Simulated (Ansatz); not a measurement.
```yaml
crystal:
  lattice:
    - [7.39800, 0.00000, 0.00000]
    - [-3.69900, 6.40686, 0.00000]
    - [0.00000, 0.00000, 12.00000]
  atoms:
    - { symbol: C, position: [0.96149, 0.98093, 0.07729] }
    - { symbol: C, position: [0.18407, 0.09224, 0.07721] }
    - { symbol: C, position: [0.96269, 0.31330, 0.07809] }
    - { symbol: C, position: [0.18294, 0.42342, 0.07778] }
    - { symbol: C, position: [0.96055, 0.64545, 0.07728] }
    - { symbol: C, position: [0.18503, 0.75766, 0.07725] }
    - { symbol: C, position: [0.29621, 0.98003, 0.07724] }
    - { symbol: C, position: [0.51596, 0.08991, 0.07737] }
    - { symbol: C, position: [0.29408, 0.31196, 0.07735] }
    - { symbol: C, position: [0.51838, 0.42430, 0.07728] }
    - { symbol: C, position: [0.29501, 0.64797, 0.07739] }
    - { symbol: C, position: [0.51742, 0.75895, 0.07733] }
    - { symbol: C, position: [0.62712, 0.97865, 0.07743] }
    - { symbol: C, position: [0.85142, 0.09059, 0.07762] }
    - { symbol: C, position: [0.62809, 0.31432, 0.07737] }
    - { symbol: C, position: [0.85047, 0.42573, 0.07754] }
    - { symbol: C, position: [0.62955, 0.64670, 0.07730] }
    - { symbol: C, position: [0.84927, 0.75656, 0.07723] }
    - { symbol: F, position: [0.03671, 0.33795, 0.34657] }
    - { symbol: H, position: [0.03437, 0.33905, 0.26840] }
```

All numbers below come from DFT PBE, scalar-relativistic, plane waves, PAW (Ansatz).

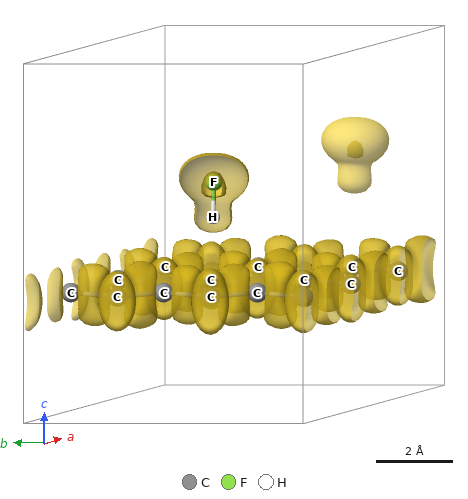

HC18F (slab). Isosurface of the ELF at 0.7 (yellow), seen at an oblique angle. Core shells and regions of very low density are left out. Sticks mark near contacts.

Core electrons are frozen (PAW), and the valence fields are smoothed inside the atomic spheres.

Question: What do the ELF domains correspond to?

Answer: At this value the surface marks out 27 regions between bonded C–C atoms (shared pairs) and one joined region spread over several atoms (F, H), in which their bonds and any lone pairs are merged, counted in one cell of 20 atoms. Counts are for one cell; the picture repeats the cell along the surface.

Values along the shortest contacts:
F–H (0.94 Å): the ELF climbs to about 0.95 towards the hydrogen, as it does in any bond to H (an ordinary covalent bond to hydrogen). C–C (1.41 Å): the ELF peaks at about 0.95 between the atoms (a covalent bond).
